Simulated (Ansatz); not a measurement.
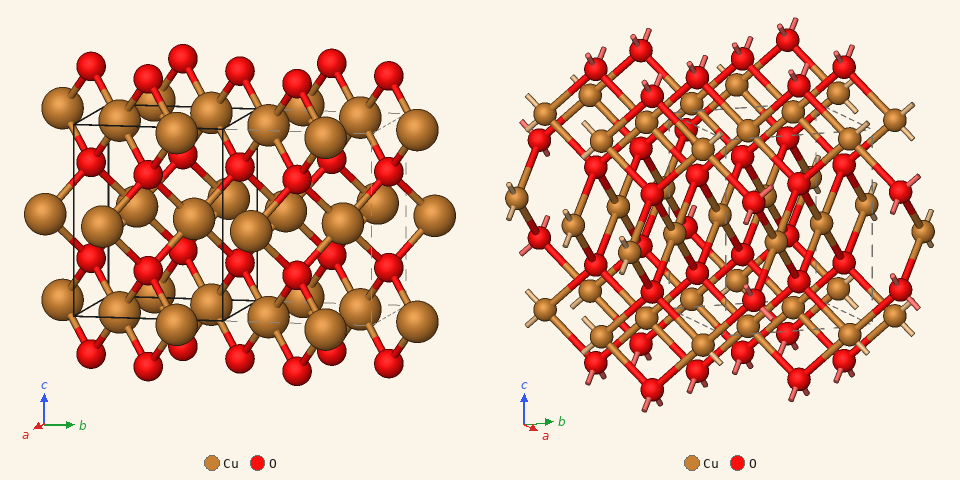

Left: the structure. Right: its underlying net. Nodes are coloured by element. Short stubs are edges that leave the cut-out.

CuO. Coordinates: coordinates from a relaxation at fixed volume with Ansatz 0.2.0, DFT PBE, scalar-relativistic, plane waves, PAW.

Bonds are taken as Cu–O below 2.2 Å; no other contact counts. The graph is simplified in the usual way: terminal and isolated atoms are pruned, two-connected atoms become edges.

The result is a binodal (4,4)-connected, three-periodic net: O is a 4-connected node; Cu is a 4-connected node, in the ratio 1:1. It is the pts net, known from cooperite, PtS. It is a single net, without interpenetration.

| node | links | point symbol | coordination sequence |
| --- | --- | --- | --- |
| O | 4 | 4^2.8^4 | 4 10 24 42 64 |
| Cu | 4 | 4^2.8^4 | 4 10 24 42 64 |
